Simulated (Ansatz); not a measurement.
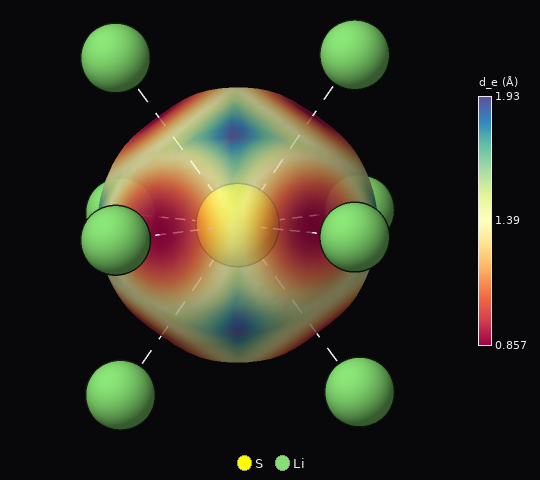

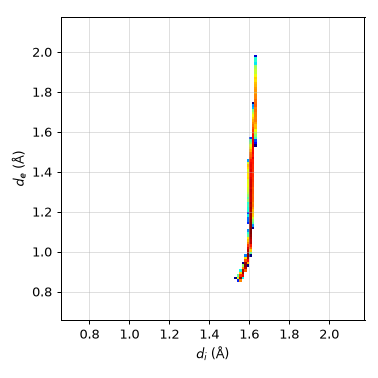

Hirshfeld surface computed for one S atom in Li₂S (Fm-3m), coloured by d_e. Dashed lines lead to the closest neighbours outside. The second picture is its fingerprint plot, coloured by area on a logarithmic scale (blue little, red much).

The surface is where the fragment's share of the procrystal density (the sum of the densities of spherically averaged neutral Hartree-Fock atoms) equals one half. d_i and d_e are the distances from the surface to the nearest nucleus inside and outside.

Source of the atomic positions: the end point of a relaxation with Ansatz 0.2.0, DFT, LDA, plane waves, PAW.

```
Li S
1.0
     5.56720    0.00000    0.00000
     0.00000    5.56720    0.00000
     0.00000    0.00000    5.56720
Li S
8 4
Cartesian
  1.3918 4.1754 4.1754
  1.3918 1.3918 4.1754
  1.3918 1.3918 1.3918
  1.3918 4.1754 1.3918
  4.1754 4.1754 1.3918
  4.1754 1.3918 1.3918
  4.1754 1.3918 4.1754
  4.1754 4.1754 4.1754
  0.0000 0.0000 0.0000
  0.0000 2.7836 2.7836
  2.7836 0.0000 2.7836
  2.7836 2.7836 0.0000
```

What is the shortest distance from the fragment to an atom outside it?

Answer. S–Li, 2.41 Å.

How is the surface shared among contacts (nearest atom inside ··· nearest atom outside)?

Answer. S···Li 100 %. The surface faces 8 neighbours with more than 2 % of its area each: 8 Li.

Give the size and shape of the surface.

Answer. It encloses about 17.4 Å³, has an area of about 32 Å² and a globularity of 1.00 (1 for a sphere).

Where does the fingerprint reach closest to the origin?

Answer. The smallest d_i + d_e is about 2.4 Å, which belongs to the shortest contact, S···Li at 2.41 Å; d_e runs from 0.86 to 1.93 Å.
